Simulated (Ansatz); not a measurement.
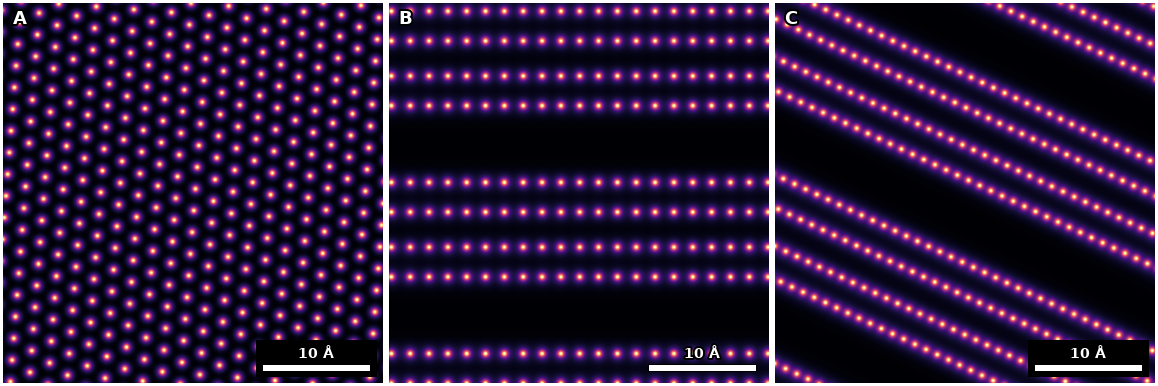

Three views of Hg (R-3m, No. 166) along different zone axes. Computed as the sum of neutral-atom potentials (tabulated electron scattering factors, B = 0.3 Å²) projected along the beam and smoothed by 0.25 Å; brighter is more positive. The display is stretched by a gamma of 0.7; percentages refer to the linear signal. Structure: coordinates from a relaxation with DFT PBE, scalar-relativistic, plane waves, PAW (Ansatz); the starting structure was generated, so it need not be a known form of this composition.

```
CELL_PARAMETERS angstrom
3.56957 0.00000 0.00000
-1.78478 3.09134 0.00000
0.00000 0.00000 48.65225
ATOMIC_POSITIONS crystal
Hg 0.33333 0.66667 0.70081
Hg 0.00000 0.00000 0.96586
Hg 0.33333 0.66667 0.90804
Hg 0.00000 0.00000 0.75863
Hg 0.00000 0.00000 0.03414
Hg 0.66667 0.33333 0.29919
Hg 0.00000 0.00000 0.24137
Hg 0.66667 0.33333 0.09196
Hg 0.66667 0.33333 0.36747
Hg 0.33333 0.66667 0.63253
Hg 0.66667 0.33333 0.57471
Hg 0.33333 0.66667 0.42529
```

**Match the panels to the zone axes [001], [210] and [310].**

A is [001]: projected cell 2.06 × 2.06 Å, 120°, plane group p6mm. B is [210]: projected cell 1.78 × 16.22 Å, 90°, plane group p2mm. C is [310]: projected cell 1.17 × 16.22 Å, 91°, plane group p2.
